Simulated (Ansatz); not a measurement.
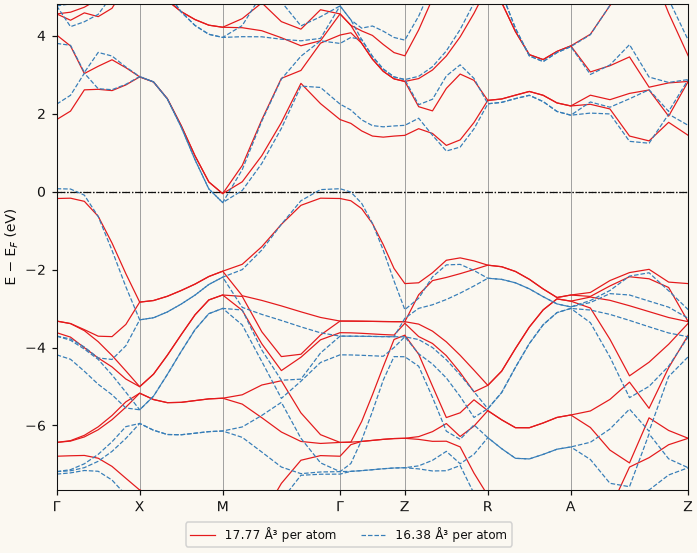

Band structures of SnO, space group P4/nmm (No. 129), 4 atoms in the cell, in two conditions, on a common k axis. Each is counted from its own Fermi level. Method: PBEsol, all-electron LAPW, no spin polarisation, no spin-orbit coupling (Ansatz 0.2.0).

What does the change do to the bands near the Fermi level?

At 17.77 Å³ per atom the gap along the path is 0.12 eV, indirect; at 16.38 Å³ per atom it is a metal.

LDA, GGA and most meta-GGA functionals understate gaps. The usual form of SnO is litharge (tetragonal).
